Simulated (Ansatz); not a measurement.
Geometry relaxation, with input and output: Zr₃S₂ (part 2 of 2)

The same run, continued: Zr₃S₂ (R32, 5 atoms in the cell); DFT PBE, scalar-relativistic, plane waves, PAW, no spin polarisation (Ansatz 0.2.0); cutoff 420 eV, 12×12×12 k-mesh, Gaussian smearing of 0.1 eV. The structure was made by a generator, so it may or may not be a known phase.

Geometry of the input (Å; fractional positions):
```
2.9025  1.6758  3.4878
-2.9025  1.6758  3.4878
0.0000  -3.3516  3.4878
Zr 0.1613  0.8387  0.5000
Zr 0.5000  0.1613  0.8387
Zr 0.8387  0.5000  0.1613
S  0.3350  0.3350  0.3350
S  0.6650  0.6650  0.6650
```

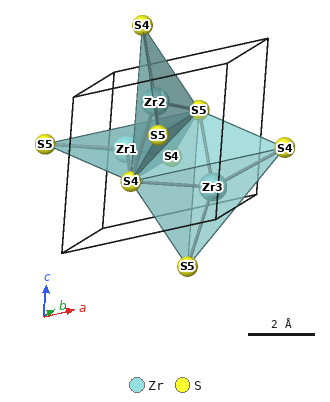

**Figure 1.** The geometry at step 2 of the log (polyhedral view of the cell of the calculation, seen slightly off an axis; polyhedra are completed across the faces of the cell; atoms are numbered from 1 in the order of the input).

### The program's output, continued
```
SCF iter   1: F=—  HF=-14361.099383 eV  |F-HF|=—  |Δ(HF+E_count)|=         —  Δρ=8.05e-5  dr2=1.24e-5  ethr=2.46e-8  ⟨swp⟩=2.1  Hψ=28444  notcnv=0
preconditioner: auto → Kerker (q_TF=auto, 2.410 Å⁻¹)  [metal: Δε(μ)=0.002 eV  Ē_g=6.574 eV  σ=0.100 eV  W_gap=0.01  n_scr=20 (ndim 8)  ℏωp=18.1 eV  f_vac=0.000  D(μ)=2.38/eV (n_scr^D=14)]
SCF iter   2: F=—  HF=-14361.099332 eV  |F-HF|=—  |Δ(HF+E_count)|=   5.11e-5  Δρ=4.77e-5  dr2=4.70e-6  ethr=2.46e-8  ⟨swp⟩=1.0  Hψ=5482  notcnv=0
SCF iter   3: F=—  HF=-14361.099330 eV  |F-HF|=—  |Δ(HF+E_count)|=   1.57e-6  Δρ=7.77e-6  dr2=1.04e-7  ethr=9.78e-9  ⟨swp⟩=2.0  Hψ=7314  notcnv=0
SCF iter   4: F=-14361.099330 eV  HF=-14361.099330 eV  |F-HF|=4.26e-10  |Δ(HF+E_count)|=   3.26e-8  Δρ=2.06e-6  dr2=3.21e-9  ethr=4.36e-11  ⟨swp⟩=8.0  Hψ=31966  notcnv=0
SCF 4 converged in 4 iterations: F = -14361.099330 eV  dr2 = 3.21e-9
relax step   4: F+E_penalty+E_count = -14361.09933007 eV  Δ(F+E_penalty+E_count) = -2.009e-5 eV  max|allowed force component| = 9.520e-4 eV/Å  Δτ_max = 0.0004 Å  P = -0.007 GPa  Ω = 101.054 Å³  energy of the carried Pulay correction = +9.598e-5 eV  (4 SCF iters, dr2 threshold 2.09e-8 eV, accepted)
Initial wavefunctions: pseudopotential atomic-orbital guess (no wavefunctions were taken with the density)
iter 1 solved again at ethr=3.11e-8 eV; its pass at ethr=3.10e-3 eV (dr2=1.49e-5 eV) is discarded
SCF iter   1: F=—  HF=-14361.099286 eV  |F-HF|=—  |Δ(HF+E_count)|=         —  Δρ=7.49e-6  dr2=1.11e-8  ethr=3.11e-8  ⟨swp⟩=3.2  Hψ=39505  notcnv=0
preconditioner: auto → Kerker (q_TF=auto, 2.410 Å⁻¹)  [metal: Δε(μ)=0.002 eV  Ē_g=6.574 eV  σ=0.100 eV  W_gap=0.01  n_scr=20 (ndim 8)  ℏωp=18.1 eV  f_vac=0.000  D(μ)=2.37/eV (n_scr^D=14)]
SCF iter   2: F=—  HF=-14361.099236 eV  |F-HF|=—  |Δ(HF+E_count)|=   4.93e-5  Δρ=3.98e-6  dr2=2.76e-9  ethr=2.32e-11  ⟨swp⟩=2.1  Hψ=9980  notcnv=0
SCF iter   3: F=—  HF=-14361.099236 eV  |F-HF|=—  |Δ(HF+E_count)|=   4.30e-9  Δρ=6.15e-7  dr2=1.80e-10  ethr=5.74e-12  ⟨swp⟩=3.0  Hψ=10132  notcnv=0
SCF iter   4: F=-14361.099236 eV  HF=-14361.099236 eV  |F-HF|=3.64e-12  |Δ(HF+E_count)|=  9.09e-11  Δρ=1.68e-7  dr2=2.32e-11  ethr=1.00e-12  ⟨swp⟩=7.0  Hψ=25585  notcnv=0
SCF 5 converged in 4 iterations: F = -14361.099236 eV  dr2 = 2.32e-11
relax step   5: F+E_penalty+E_count = -14361.09923635 eV  Δ(F+E_penalty+E_count) = +9.373e-5 eV  max|allowed force component| = 9.619e-4 eV/Å  Δτ_max = 0.0000 Å  P = -0.007 GPa  Ω = 101.054 Å³  stress off target by 1.45e-2 GPa  SCF on the basis re-selected at this cell (its energy is not comparable with the rows above)  (4 SCF iters)
basis re-selected at this cell: Δ(F+E_penalty+E_count) = +9.373e-5 eV, ΔP = -0.000 GPa vs the last step (what re-selecting the basis moved, of the pressure what is left beyond the Pulay correction that the steps carried, after the strain that the cell walked since its last selection, with what the two solves' SCF thresholds leave and, on support functions, any second-order correction that the steps lacked; it is no measure of the basis error at this ecutwfc). This SCF's stress stands 1.45e-2 GPa from its target on what of the cell is left free (relax.cell.stress_tol is 5.00e-2 GPa) and its largest allowed force component is 9.62e-4 eV/Å (relax.f_tol is 1.00e-2 eV/Å): within both
SCF converged after 4 iterations
Free energy (F): -14361.099236 eV
Harris-Foulkes:  -14361.099236 eV  (|F-HF|=3.64e-12)
Internal energy: -14361.087361 eV  (E = F + TS)
E sigma→0 (E₀):  -14361.093299 eV
Entropy (-TS):   -0.011875 eV (-2.375 meV/atom)
Fermi energy:    12.884494 eV
--- Per-component energies (eV) ---
  E_band       = -290.275694
  E_kinetic    = 1220.441817
  E_local      = -2248.112840  (includes V_loc(G=0)·N_el)
  E_nonlocal   = 295.351267
  E_hartree    = 722.796094
  E_xc         = -682.666380
  E_vxc        = -752.605233  (∫ρ·V_xc dr)
  E_paw        = -10062.781850  (= ΣΔE_a)
  E_vpaw       = -250.942976  (= ΣTr[D̂ρ^β])
  E_aug_tail   = 0.000078  (compensation charges beyond the density's cutoff)
  E_ewald      = -3606.115548
  E_smearing   = -0.011875  (= −TS)
  E_closure    = 0.000000  (closes the sum)
  Σ components = -14361.099236   (vs F -14361.099236, Δ=0.00e0)
--- Forces (eV/Å), atoms counted from 1 ---
  atom   1  Zr    -0.00084117     0.00000000    -0.00000000
  atom   2  Zr     0.00042058    -0.00072847     0.00000000
  atom   3  Zr     0.00042058     0.00072847     0.00000000
  atom   4  S     -0.00000000    -0.00000000     0.00096189
  atom   5  S      0.00000000    -0.00000000    -0.00096189
  max |Σ_I F_I| component: 3.45e-16 eV/Å
--- Stress (GPa, compression-positive) ---
       -0.003272      -0.000000       0.000000
       -0.000000      -0.003272      -0.000000
        0.000000      -0.000000      -0.014520
  P = ⅓ Tr σ = -0.0070 GPa (-0.070 kbar)
--- Band table (eV; the first three rows and the last of 189) ---
  k-point 0: bands = ["-36.2067", "-36.1259", "-36.1259", "-14.3763", "-14.3763", "-14.3697", "-14.3610", "-14.2986", "-14.2986", "-14.2259", "-13.9628", "-13.9628", "-2.1251", "-0.9092", "6.9276", "6.9276", "7.2558", "8.6124", "8.7985", "8.7985", "10.2808", "11.0573", "12.9910", "12.9910", "13.5831", "13.5831", "14.9075", "15.6537", "15.6537"]
  k-point 1: bands = ["-36.2052", "-36.1280", "-36.1251", "-14.4054", "-14.3886", "-14.3752", "-14.3470", "-14.2863", "-14.2718", "-14.2200", "-13.9757", "-13.9655", "-2.0945", "-0.9172", "6.8372", "7.0211", "7.2844", "8.5212", "8.7015", "8.8620", "10.3695", "11.1374", "12.8987", "12.9718", "13.4345", "13.6895", "14.7689", "15.5702", "15.7373"]
  k-point 2: bands = ["-36.2008", "-36.1320", "-36.1255", "-14.4316", "-14.4174", "-14.3900", "-14.3286", "-14.2687", "-14.2293", "-14.1940", "-14.0121", "-13.9733", "-2.0067", "-0.9428", "6.7961", "7.0830", "7.3262", "8.3137", "8.6120", "8.8900", "10.5855", "11.3348", "12.7227", "12.8662", "13.2285", "13.8083", "14.4962", "15.3656", "15.7355"]
  k-point 188: bands = ["-36.1864", "-36.1349", "-36.1349", "-14.6340", "-14.4131", "-14.3382", "-14.3382", "-14.3172", "-14.2236", "-14.2236", "-13.9394", "-13.9394", "-1.0158", "-0.8004", "5.8324", "7.0713", "7.0713", "7.8961", "8.5536", "8.5536", "12.1012", "12.5078", "12.7097", "12.7097", "13.2191", "13.2191", "13.9678", "13.9678", "15.0983"]
--- Relaxed structure (4 steps of the walk, 3 accepted, 1 SCFs on fresh bases) ---
  F+E_penalty+E_count = -14361.09923635 eV   max|allowed force component| = 9.619e-4 eV/Å   (the final SCF, on the basis selected at the relaxed cell)
  cell:  # Å, volume = 101.0544 Å³
    - [2.8951205757319998, 1.6714986437352943, 3.4804180565395644]
    - [-2.8951205757319998, 1.6714986437352943, 3.4804180565395644]
    - [4.7953739463573264e-35, -3.3429972874705887, 3.4804180565395644]
  atoms:
    - { symbol: Zr, position: [0.1620778882576172, 0.8379221117423827, 0.5] }
    - { symbol: Zr, position: [0.5, 0.16207788825761715, 0.8379221117423828] }
    - { symbol: Zr, position: [0.8379221117423828, 0.5000000000000001, 0.1620778882576171] }
    - { symbol: S, position: [0.3347879768616066, 0.3347879768616066, 0.3347879768616066] }
    - { symbol: S, position: [0.6652120231383933, 0.6652120231383933, 0.6652120231383933] }
```

### Trajectory as extended XYZ (Å, eV, eV/Å), 5 frames, from step=1 to step=5
```
5
Lattice="2.9025 1.6758 3.4878 -2.9025 1.6758 3.4878 0.0000 -3.3516 3.4878" Properties=species:S:1:pos:R:3:forces:R:3 step=1 energy=-14361.09666 pressure_GPa=-0.92
Zr   -1.9663    0.0000    5.2317    0.0676   0.0000   0.0000
Zr    0.9832   -1.7029    5.2317   -0.0338   0.0585   0.0000
Zr    0.9832    1.7029    5.2317   -0.0338  -0.0585   0.0000
S     0.0000    0.0000    3.5050    0.0000   0.0000   0.0112
S     0.0000    0.0000    6.9583    0.0000   0.0000  -0.0112
5
Lattice="2.8815 1.6636 3.4870 -2.8815 1.6636 3.4870 0.0000 -3.3272 3.4870" Properties=species:S:1:pos:R:3:forces:R:3 step=2 energy=-14361.09518 pressure_GPa=0.97 accepted=F
Zr   -1.9407    0.0000    5.2305   -0.0977   0.0000   0.0000
Zr    0.9703   -1.6807    5.2305    0.0489  -0.0846   0.0000
Zr    0.9703    1.6807    5.2305    0.0489   0.0846   0.0000
S     0.0000    0.0000    3.4980    0.0000   0.0000  -0.0028
S     0.0000    0.0000    6.9629    0.0000   0.0000   0.0028
5
Lattice="2.8946 1.6712 3.4822 -2.8946 1.6712 3.4822 0.0000 -3.3424 3.4822" Properties=species:S:1:pos:R:3:forces:R:3 step=3 energy=-14361.09931 pressure_GPa=-0.04
Zr   -1.9567    0.0000    5.2233    0.0036   0.0000   0.0000
Zr    0.9784   -1.6946    5.2233   -0.0018   0.0032   0.0000
Zr    0.9784    1.6946    5.2233   -0.0018  -0.0032   0.0000
S     0.0000    0.0000    3.4975    0.0000   0.0000   0.0033
S     0.0000    0.0000    6.9492    0.0000   0.0000  -0.0033
5
Lattice="2.8951 1.6715 3.4804 -2.8951 1.6715 3.4804 0.0000 -3.3430 3.4804" Properties=species:S:1:pos:R:3:forces:R:3 step=4 energy=-14361.09933 pressure_GPa=-0.01
Zr   -1.9567    0.0000    5.2206   -0.0008   0.0000   0.0000
Zr    0.9783   -1.6945    5.2206    0.0004  -0.0007   0.0000
Zr    0.9783    1.6945    5.2206    0.0004   0.0007   0.0000
S     0.0000    0.0000    3.4956    0.0000   0.0000   0.0010
S     0.0000    0.0000    6.9456    0.0000   0.0000  -0.0010
5
Lattice="2.8951 1.6715 3.4804 -2.8951 1.6715 3.4804 0.0000 -3.3430 3.4804" Properties=species:S:1:pos:R:3:forces:R:3 step=5 energy=-14361.09924 pressure_GPa=-0.01
Zr   -1.9567    0.0000    5.2206   -0.0008   0.0000   0.0000
Zr    0.9783   -1.6945    5.2206    0.0004  -0.0007   0.0000
Zr    0.9783    1.6945    5.2206    0.0004   0.0007   0.0000
S     0.0000    0.0000    3.4956    0.0000   0.0000   0.0010
S     0.0000    0.0000    6.9456    0.0000   0.0000  -0.0010
```

### Results in brief

- outcome: converged
- space group (tolerance 0.01 Å): R32 (155)
- electrons treated: 48
- free energy: −14361.0992 eV
- Fermi energy: 12.884 eV
- gap on the k-point mesh: none (metallic)
- pressure: −0.01 GPa
- final volume: 101.05 Å³
- largest force (length of the vector) at the end: 0.001 eV/Å
- final cell: a = 4.826 Å, b = 4.826 Å, c = 4.826 Å, α = 73.73°, β = 73.73°, γ = 73.73°
- hardware: 1 thread of Intel Xeon @ 2.70GHz, 189 GiB of memory available, shared host
- wall time: 3.9 min
- peak memory: 0.73 GiB
